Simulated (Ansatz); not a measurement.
# Ga$_{3}$P: what the fields show

The calculation's input:

```
crystal:
  lattice:
    - [3.7282137576, 0.0, 0.0]
    - [0.0, 3.7282137576, 0.0]
    - [0.0, 0.0, 6.4890377382]
  atoms:
    - { symbol: Ga, position: [0.5, 0.0, 0.7784398288] }
    - { symbol: Ga, position: [0.0, 0.5, 0.2215601712] }
    - { symbol: Ga, position: [0.5, 0.5, 0.5] }
    - { symbol: P, position: [0.0, 0.0, 0.0] }
basis:
  ecutwfc: 500
kpoints:
  mp_grid: { grid: [10, 10, 6] }
  band_path:
    path:
      - [[0.0, 0.0, 0.0], [0.0, 0.5, 0.0], [0.5, 0.5, 0.0], [0.0, 0.0, 0.0], [0.0, 0.0, 0.5], [0.0, 0.5, 0.5], [0.5, 0.5, 0.5], [0.0, 0.0, 0.5]]
      - [[0.0, 0.5, 0.0], [0.0, 0.5, 0.5]]
      - [[0.5, 0.5, 0.0], [0.5, 0.5, 0.5]]
    npoints: 14
hamiltonian:
  xc: r2scan
scf:
  occupations: { method: gaussian, width: 0.1 }
  n_extra_bands: 10
output:
  forces: true
  stress: true
  eigenvalues: true
  populations: true
  dos: { projected: true, de: 0.02, nscf_kmesh: { grid: [12, 12, 8] } }
  bader: true
  write_density: true
  write_potential: true
  elf: true
  volumetric_format: npy
```

Command:

```sh
ansatz run input.yaml --threads 1 --pin off --max-ram 2560MiB --backend cpu --events-out ev --progress --plain --runs-dir out
```

Below, planes, directions and counts refer to the conventional cell (a = 3.73 Å, b = 3.73 Å, c = 6.49 Å, α = 90.00°, β = 90.00°, γ = 90.00°).

Space group P-4m2; a generated structure, not necessarily the stable one; computed pressure about −2 GPa in this cell.

Theory: DFT r2SCAN, scalar-relativistic, plane waves, PAW in Ansatz 0.2.0.

Core electrons are frozen (PAW), and the valence fields are smoothed inside the atomic spheres.

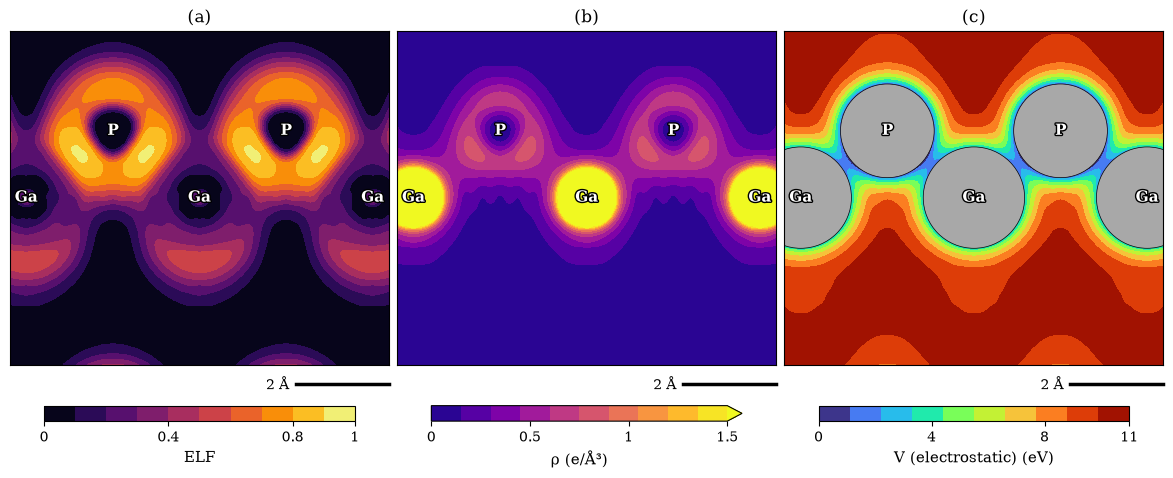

Figure 1. (a) electron localisation function; (b) valence pseudo-density; (c) electrostatic potential (local pseudopotential plus Hartree) felt by an electron on the (010) plane of the conventional cell. Grey discs cover the atomic cores in the potential map.

Q: Interpret the plot.

A:
- The section cuts through Ga and P sites.
- Ga–P (2.35 Å): ρ is about 0.55 e/Å³ halfway; the ELF peaks at about 0.90 in the valence shell of P, 0.9 Å from its nucleus, and is about 0.75 at the midpoint.
- Between the atoms the lowest density in this plane is 0.002 e/Å³.
- Outside the cores the potential energy rises away from the atoms and is highest about 2.2 Å from the nearest atoms; its zero is arbitrary.

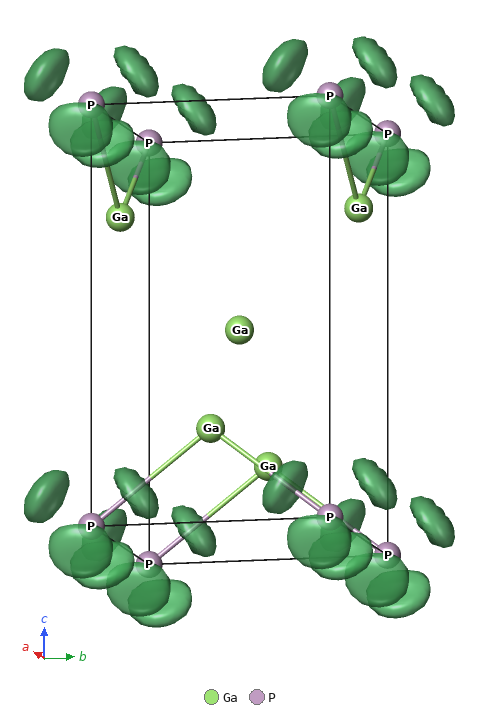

Figure 2. Isosurface of the ELF at 0.85 (green), seen at an oblique angle. Core shells and regions of very low density are left out. Sticks mark near contacts.

Q: Describe the localisation domains.

A: The surface consists of four lobes of the valence shell of P pointing towards Ga (polar bonds), counted in one cell of 4 atoms. Regions shared between cells count once.

Q: Metal or insulator at this level of theory?

A: It is metallic or semimetallic at this level of theory: no gap opens.

Q: How much charge does the calculation move between the atoms?

A: Electrons move from Ga towards P. Bader charges: Ga +0.02 to +0.44 and P −0.91 e.
